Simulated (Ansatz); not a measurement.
**Si₉HO₁₈ (cell charge +1, with a compensating background) (cell with a defect): density, localisation and related maps**

The calculation's input:

```
crystal:
  lattice:
    - [-5.0200429277, 0.0, -5.5094745951]
    - [2.5100214638, 4.3474847034, -5.5094745951]
    - [2.5100214639, -4.3474847034, -5.5094745951]
  atoms:
    - { symbol: Si, position: [0.1597638956, 0.6777567139, 0.1600385218] }
    - { symbol: Si, position: [0.8213410436, 0.3524432047, 0.8272313977] }
    - { symbol: Si, position: [0.492372601, 0.014718797, 0.4970277901] }
    - { symbol: Si, position: [0.9369917117, 0.9319483843, 0.458334673] }
    - { symbol: Si, position: [0.6039450042, 0.6078482619, 0.1244165286] }
    - { symbol: Si, position: [0.2695609816, 0.2719911778, 0.7977936929] }
    - { symbol: Si, position: [0.2335678628, 0.7192339068, 0.7180975868] }
    - { symbol: Si, position: [0.9050890359, 0.3780853491, 0.3798788691] }
    - { symbol: Si, position: [0.566581841, 0.0520965206, 0.0538387666] }
    - { symbol: O, position: [0.3703700103, 0.6271697662, 0.2098220416] }
    - { symbol: O, position: [0.0326817979, 0.3053496192, 0.8787286334] }
    - { symbol: O, position: [0.7039060347, 0.9536316774, 0.5475732698] }
    - { symbol: O, position: [0.5108599228, 0.1027420155, 0.2644685024] }
    - { symbol: O, position: [0.1838683137, 0.7583002271, 0.9254064051] }
    - { symbol: O, position: [0.8457729274, 0.4300286382, 0.5908289437] }
    - { symbol: O, position: [0.6534231968, 0.8189727029, 0.0725497982] }
    - { symbol: O, position: [0.3283475401, 0.4792900526, 0.7357780637] }
    - { symbol: O, position: [0.9819358104, 0.143059875, 0.3980295365] }
    - { symbol: O, position: [0.4072828442, 0.8213783953, 0.5675023027] }
    - { symbol: O, position: [0.0791522674, 0.4809983015, 0.2362350363] }
    - { symbol: O, position: [0.7344711129, 0.1681406824, 0.9040584461] }
    - { symbol: O, position: [0.0509630504, 0.7765148306, 0.6249480706] }
    - { symbol: O, position: [0.7132064239, 0.4567827758, 0.2911529918] }
    - { symbol: O, position: [0.3712592036, 0.1236243612, 0.971043907] }
    - { symbol: O, position: [0.007307125, 0.8476357166, 0.2643048178] }
    - { symbol: O, position: [0.6773921082, 0.5285247633, 0.9268632479] }
    - { symbol: O, position: [0.3494261501, 0.1793890304, 0.6100406538] }
    - { symbol: H, position: [0.0534300513, 0.05858759, 0.7149848286] }
  host:
    lattice:
      - [5.0200429277, 0.0, 0.0]
      - [-2.5100214639, 4.3474847034, 0.0]
      - [0.0, 0.0, 5.5094745951]
    atoms:
      - { symbol: Si, position: [0.5234748556, 0.5234748556, 0.0] }
      - { symbol: Si, position: [0.0, 0.4765251444, 0.6666666667] }
      - { symbol: Si, position: [0.4765251444, 0.0, 0.3333333333] }
      - { symbol: O, position: [0.2557642095, 0.4144596226, 0.7945742521] }
      - { symbol: O, position: [0.5855403774, 0.841304587, 0.1279075854] }
      - { symbol: O, position: [0.158695413, 0.7442357905, 0.4612409188] }
      - { symbol: O, position: [0.4144596226, 0.2557642095, 0.2054257479] }
      - { symbol: O, position: [0.7442357905, 0.158695413, 0.5387590812] }
      - { symbol: O, position: [0.841304587, 0.5855403774, 0.8720924146] }
total_charge: 1
basis:
  ecutwfc: 420
  xc_grid: 2
kpoints:
  mp_grid: { grid: [2, 2, 2], shift: [0.5, 0.5, 0.5] }
hamiltonian:
  xc: pbe
scf:
  occupations: { method: gaussian, width: 0.01 }
output:
  forces: true
  stress: false
  eigenvalues: true
  charged_corrections:
    defect_position: [0.05555556, 0.05555556, 0.72222222]
    epsilon: [[4.5605, 0.0, 0.0], [0.0, 4.5605, 0.0], [0.0, 0.0, 4.7897]]
  write_density: true
  write_potential: true
  elf: true
  volumetric_format: npy
relax:
  adjacent_minimum: "off"
  f_tol: 0.025
  max_steps: 45
```

Launched as:

```sh
ansatz run input.yaml --threads 4 --pin off --max-ram 10240MiB --backend cpu --events-out ev --progress --plain --runs-dir out
```

The fields are those of the run's last geometry, not of the input's.

Theory: Ansatz, DFT PBE, scalar-relativistic, plane waves, PAW.

In a PAW calculation such maps are meaningful between the atoms, not at the nuclei.

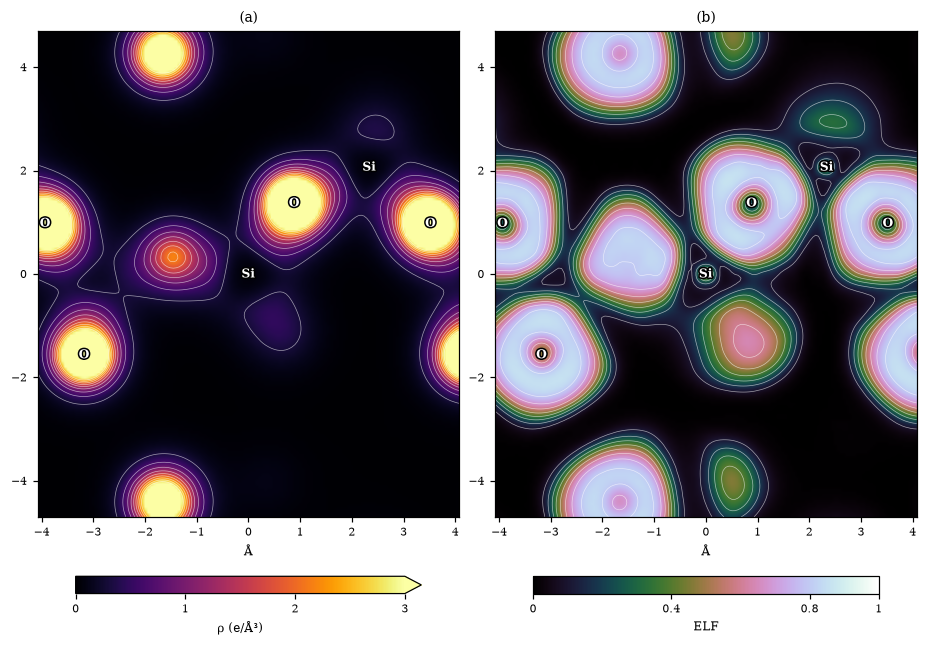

Figure 1. (a) valence charge density (pseudo); (b) ELF on the (101) plane of the calculation cell.

Describe what can be read from this map.

Answer.
- Atoms in the plane: Si and O.
- Atoms just off the plane (Si, 0.6 Å away and O, 0.4 Å away) can leave unmarked features too.
- Si–O (1.62 Å): ρ at the midpoint is about 1.2 e/Å³; the ELF peaks at about 0.85 between the atoms; a short, strongly polar bond.
- Between the atoms the lowest density in this plane is 0.005 e/Å³.
- The ELF also peaks beside O, away from the bonds: lone-pair regions.

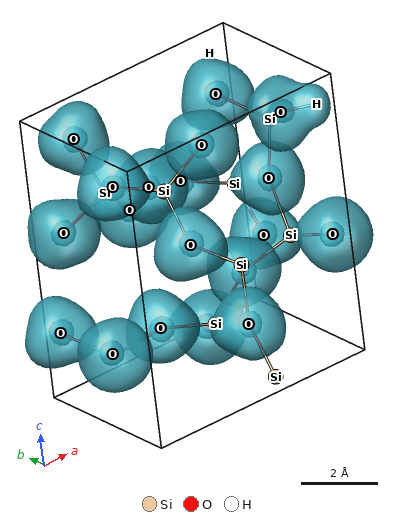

Figure 2. Isosurface of the ELF at 0.65 (cyan), seen slightly off an axis. Only the valence region is drawn (cores and ρ < 0.01 e/Å³ removed). Sticks mark near contacts.

Where are the electrons localised?

Answer. The ELF exceeds this value in 17 regions on O in which the atom's valence shell and bonds are merged and one joined region spread over several atoms (H, O), in which their bonds and any lone pairs are merged, counted in one cell of 28 atoms. Regions shared between cells count once. Along the contacts the grid gives the following. O–H (1.01 Å): the ELF climbs to about 1 towards the hydrogen, as it does in any bond to H; a covalent bond by its length. Si–O (1.60 Å): the ELF peaks at about 0.85 between the atoms (a short, strongly polar bond).

Does the calculation give a band gap?

Answer. It is gapped, with a Kohn–Sham gap of 6.0 eV on the k-point mesh, an upper bound to the gap of this method.
